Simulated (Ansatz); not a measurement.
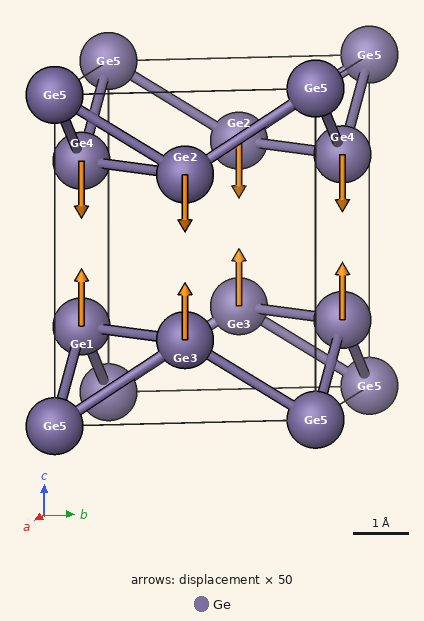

This is a relaxation of solid Ge (built on the K_65 type). The starting structure is drawn; orange arrows show the displacements (the part carried along by the change of the cell is left out), magnified 50 times.

Style: ball-and-stick. Shown: the cell of the calculation, slightly off an axis.

Case: K type (Cmmm, No. 65).

The calculation used DFT PBE, scalar-relativistic, plane waves, PAW (Ansatz 0.2.0).

The input:
```yaml
crystal:
  lattice:
    - [2.6991804614, -4.0287146363, 0.0]
    - [2.6991804614, 4.0287146363, 0.0]
    - [0.0, 0.0, 6.1021461553]
  atoms:
    - { symbol: Ge, position: [0.5, 0.0, 0.25] }
    - { symbol: Ge, position: [0.0, 0.5, 0.75] }
    - { symbol: Ge, position: [0.0, 0.5, 0.25] }
    - { symbol: Ge, position: [0.5, 0.0, 0.75] }
    - { symbol: Ge, position: [0.0, 0.0, 0.0] }
basis:
  ecutwfc: 420
kpoints:
  mp_grid: { grid: [8, 8, 6] }
hamiltonian:
  xc: pbe
scf:
  occupations: { method: gaussian, width: 0.1 }
output:
  forces: true
  stress: true
  eigenvalues: true
relax:
  adjacent_minimum: "off"
  f_tol: 0.01
  max_steps: 80
  cell: { stress_tol: 0.05 }
```

### What happened in the run?

The largest moves relative to the cell, 0.022 Å, are those of Ge1, Ge2, Ge3 and Ge4. Ge1 goes along +c. The drawn cell changes as follows: a = b 4.849 → 4.881 Å (+0.6 %), c 6.102 → 5.397 Å (−11.5 %), γ 112.4° → 112.9°; the volume changes by −10.8 %. Some distances before and after: Ge1–Ge4 3.051 → 2.655 Å, Ge1–Ge4 (another image) 3.051 → 2.742 Å, Ge1–Ge5 2.865 → 2.799 Å. Bond angles that change, for instance: Ge5–Ge1–Ge5 115.6° → 121.3°. The space group stays Cmmm (No. 65). Over 7 accepted moves (8 points after the start) the energy falls by 0.405 eV per cell of the calculation. Largest force component: 0.0047 eV/Å at the start, 0.0012 eV/Å at the end. Pressure: −4.12 GPa at the start and 0.00 GPa at the end. At 1 point the geometry stayed and the basis and grid were re-selected for the new cell (energy shift of 2.0 meV per cell of the calculation at most each time). The run took about 4 core-minutes on a shared host.
